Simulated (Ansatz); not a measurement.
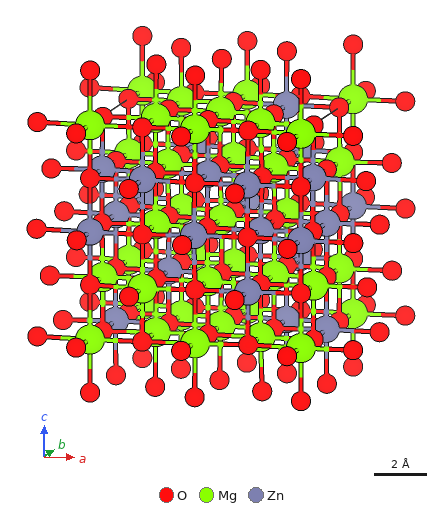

Starting structure of crystalline O$_{32}$Mg$_{20}$Zn$_{12}$ (a generated structure, set up in P1). The picture is a ball-and-stick view of the cell of the calculation, seen slightly off an axis.

The calculation used DFT, PBEsol, PAW, plane waves (Ansatz).

Settings: plane-wave cutoff 420 eV; k-point mesh 1 × 1 × 1; mesh shifted by (0.25, 0.25, 0.25); no spin polarisation; cell relaxed at fixed shape; force threshold 0.03 eV/Å; at most 80 steps.

```
CELL_PARAMETERS angstrom
8.46735 0.00000 0.00000
0.00000 8.46735 0.00000
0.00000 0.00000 8.46735
ATOMIC_POSITIONS crystal
O 0.24943 0.99956 0.99766
O 0.25074 0.99813 0.49753
O 0.25095 0.50088 0.00070
O 0.25133 0.50324 0.50221
O 0.75288 0.99718 0.00288
O 0.74842 0.99949 0.50434
O 0.74889 0.50332 0.99748
O 0.75438 0.50519 0.50485
O 0.00065 0.24972 0.99637
O 0.99730 0.24676 0.50101
O 0.99793 0.75028 0.99960
O 0.00206 0.74472 0.50181
O 0.50042 0.24691 0.00158
O 0.49510 0.24900 0.49923
O 0.49524 0.75268 0.00427
O 0.49967 0.75372 0.49763
O 0.00258 0.99993 0.25294
O 0.00201 0.00119 0.74978
O 0.00109 0.49689 0.24990
O 0.00070 0.50197 0.74993
O 0.49973 0.00266 0.24898
O 0.49926 0.99566 0.74877
O 0.50265 0.50163 0.24634
O 0.49322 0.49705 0.74789
O 0.25386 0.25222 0.25053
O 0.24946 0.24846 0.74655
O 0.24789 0.75327 0.24700
O 0.24793 0.74750 0.75051
O 0.74985 0.24757 0.24566
O 0.75671 0.24997 0.74589
O 0.74828 0.75558 0.25090
O 0.74939 0.75309 0.74847
Mg 0.00205 0.99848 0.99802
Mg 0.49970 0.00018 0.99921
Mg 0.49748 0.50013 0.00067
Mg 0.50305 0.50003 0.49735
Mg 0.25194 0.25016 0.00142
Mg 0.25038 0.25275 0.50439
Mg 0.25178 0.74459 0.00048
Mg 0.25154 0.75313 0.49825
Mg 0.74874 0.24808 0.99798
Mg 0.75082 0.75044 0.49781
Mg 0.25139 0.99650 0.24623
Mg 0.24583 0.49946 0.74729
Mg 0.75193 0.50006 0.24730
Mg 0.74925 0.50074 0.74865
Mg 0.00133 0.24704 0.24915
Mg 0.00038 0.74679 0.24885
Mg 0.00250 0.74566 0.74642
Mg 0.49960 0.24454 0.24973
Mg 0.49820 0.74875 0.25227
Mg 0.49774 0.75131 0.74840
Zn 0.00182 0.00167 0.49930
Zn 0.99825 0.49805 0.00522
Zn 0.00030 0.50253 0.49976
Zn 0.49285 0.00195 0.50239
Zn 0.74870 0.24767 0.49558
Zn 0.74840 0.74774 0.00070
Zn 0.25091 0.00092 0.75361
Zn 0.25078 0.50231 0.24718
Zn 0.75058 0.99822 0.24978
Zn 0.74711 0.99929 0.74901
Zn 0.99721 0.24729 0.75260
Zn 0.49910 0.25129 0.74985
```

What does the optimiser find from here?

The atom that moves furthest is O24 (0.079 Å along [3 2 1]). Largest moves by element: O 0.079 Å, Zn 0.063 Å, Mg 0.054 Å. The lattice vectors keep their values. Near-neighbour distances that change, for instance: O31–Zn61 2.055 → 2.138 Å, O30–Zn63 2.037 → 2.113 Å, O9–Zn63 2.064 → 2.138 Å, O25–Mg43 2.166 → 2.095 Å. Among the angles between lasting bonds that change: Zn54–O9–Zn63 92.6° → 88.7°, O6–Zn57–O8 175.7° → 179.5°, O8–Mg42–O31 92.8° → 89.3°. The space group stays P1 (No. 1). Over 3 geometry steps the energy falls by 0.599 eV per cell of the calculation. Largest force component: 0.9 eV/Å at the start, 0.021 eV/Å at the end. The pressure goes from 0.62 to 0.04 GPa.

The end point in the same view:

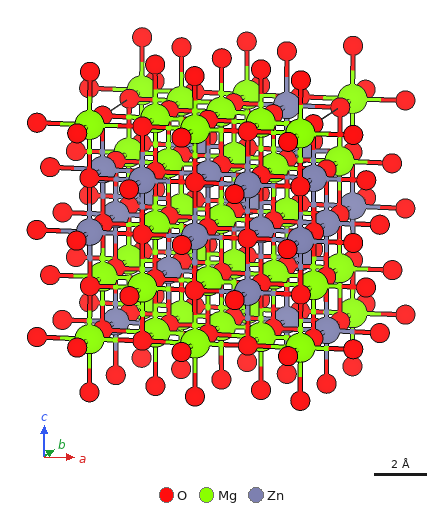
